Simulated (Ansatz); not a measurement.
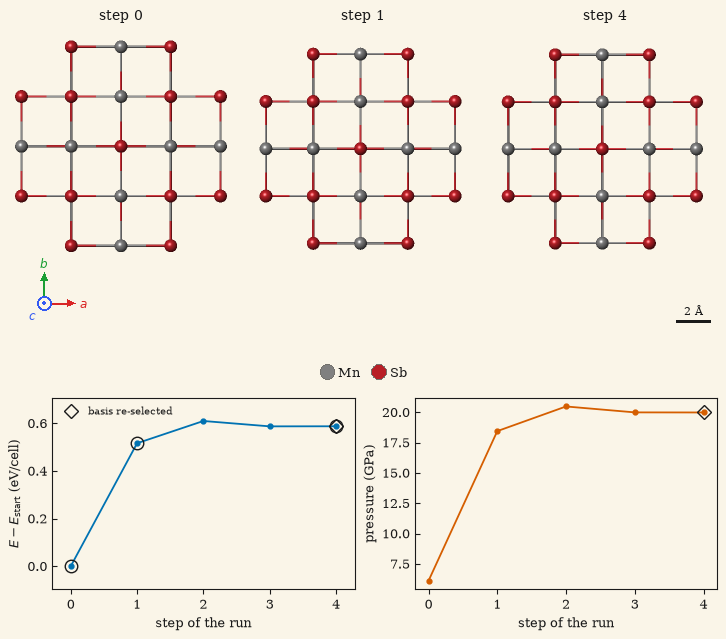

Frames of a relaxation of solid MnSb (set up in Fm-3m) (coarse preliminary run), marked on the history of the run. The picture is a ball-and-stick view of the conventional cell (4 times the calculation's cell), seen along the c axis. Lengths and directions refer to the drawn axes.

Case: input drawn at random.

Computed with DFT LDA, scalar-relativistic, plane waves, PAW (Ansatz). Set-up: plane-wave cutoff 640 eV; k-point mesh 1 × 1 × 1; occupations tetrahedron uncorrected; collinear spin; cell and atoms relaxed; force threshold 0.1 eV/Å; at most 30 steps.

Describe the path.

Answer. Over 3 accepted moves (4 points after the start) the energy rises by 0.587 eV per cell of the calculation. With the target pressure of 20 GPa, the enthalpy E + pV changes by −0.391 eV per cell of the calculation. All forces vanish by symmetry, so only the cell relaxes. The pressure goes from 6.11 to 19.98 GPa. At 1 point the geometry stayed and the basis and grid were re-selected for the new cell (energy shift of 0.4 meV per cell of the calculation at most each time). The atoms keep their places relative to the cell (all moves are under 0.005 Å). Cell: a = b = c 5.907 → 5.591 Å (−5.4 %). Volume −15.2 %. Among the contacts that change: Mn–Sb 2.954 → 2.795 Å. The space group stays Fm-3m (No. 225). The program noted that the starting moments weren't kept. From step 0 to 1: volume −14.1 %, energy +0.516 eV per cell of the calculation. From step 1 to 4: volume −1.3 %, energy +71.2 meV per cell of the calculation.

Limits of the set-up: the k-point mesh is coarse for a cell with partly filled bands.
